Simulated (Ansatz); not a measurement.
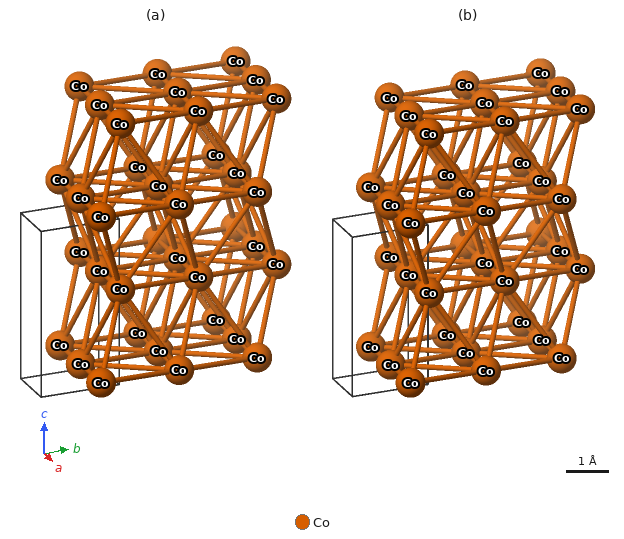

The structure of solid Co (built on the hcp type) before (left) and after (right) a relaxation, at one scale.

A ball-and-stick model of the cell of the calculation, repeated 3 × 3 × 2 with one cell outlined, seen slightly off an axis.

These are results of Ansatz, DFT LDA, scalar-relativistic, plane waves, PAW, not measurements. Settings: plane-wave cutoff 420 eV; k-point mesh 20 × 20 × 10; occupations gaussian; smearing width 0.05 eV; collinear spin; cell and atoms relaxed; force threshold 0.01 eV/Å; at most 60 steps.

> What changed between the two?

The atoms keep their places relative to the cell (all moves are under 0.005 Å). Cell: a = b 2.510 → 2.430 Å (−3.2 %), c 4.071 → 3.916 Å (−3.8 %). Volume −9.9 %. Among the contacts that change: Co–Co 2.499 → 2.409 Å, Co–Co 2.510 → 2.430 Å. The space group stays P6_3/mmc (No. 194). After 5 accepted moves (7 points after the start) the energy has fallen by 0.166 eV per cell of the calculation. All forces vanish by symmetry, so only the cell relaxes. Pressure: −22.14 GPa at the start and 0.00 GPa at the end. At 2 points the geometry stayed and the basis and grid were re-selected for the new cell (energy shift of 2.2 meV per cell of the calculation at most each time).
